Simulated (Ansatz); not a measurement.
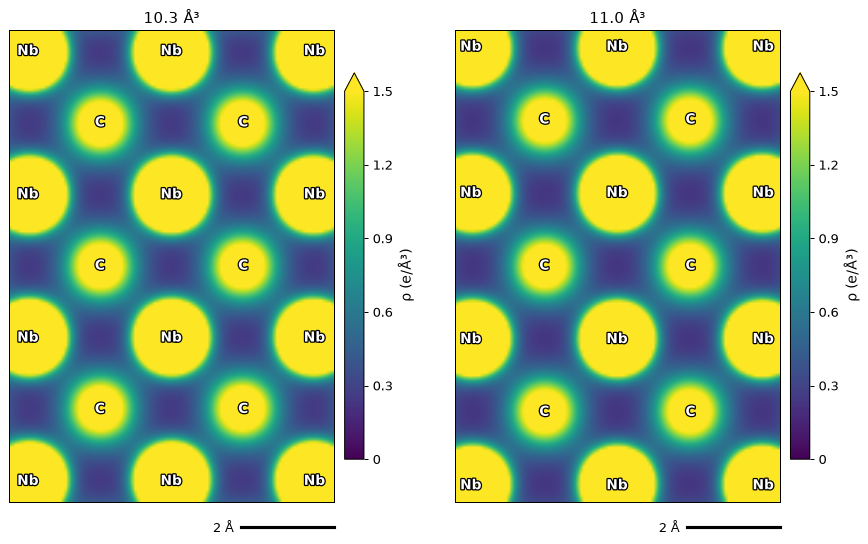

NbC. The valence charge density (pseudo) of cells scaled evenly to different volumes (given per atom above each panel), on the (101) plane of each (indices in the axes of the cell below), at one length scale and on one colour scale.

Computed without spin polarisation.

Theory: DFT, PBE, PAW with Ansatz's default frozen-core files, scalar-relativistic (Ansatz 0.2.0).

In a PAW calculation such maps are meaningful between the atoms, not at the nuclei.

The largest cell:

```cif
data_structure
_symmetry_space_group_name_H-M 'P 1'
_symmetry_Int_Tables_number 1
_cell_length_a 3.1421
_cell_length_b 3.1421
_cell_length_c 3.1421
_cell_angle_alpha 60.000
_cell_angle_beta 60.000
_cell_angle_gamma 60.000
_cell_volume 21.93
loop_
_atom_site_label
_atom_site_type_symbol
_atom_site_fract_x
_atom_site_fract_y
_atom_site_fract_z
_atom_site_occupancy
Nb1 Nb 0.00000 0.00000 0.00000 1
C1 C 0.50000 0.50000 0.50000 1
```

| volume (Å³/atom) | Nb–C contact in the plane (Å) | ρ at its midpoint (e/Å³) | pressure (GPa) | 
| --- | --- | --- | --- |
| 10.33 | 2.178 | 0.628 | 31.8 | 
| 10.54 | 2.193 | ? | ? | 
| 10.97 | 2.222 | 0.576 | 8.9 | 

Question: What values belong in the row with question marks?

Answer: Over the known rows ln ρ falls by 1.96 per Å of Nb–C distance (the line through the two), which gives 0.610 e/Å³ at 2.193 Å; the calculation gives 0.610 e/Å³. For the pressure, a straight line in volume between the neighbouring rows gives 24.3 GPa; the calculation gives 23.4, lower because pressure rises ever faster on compression.
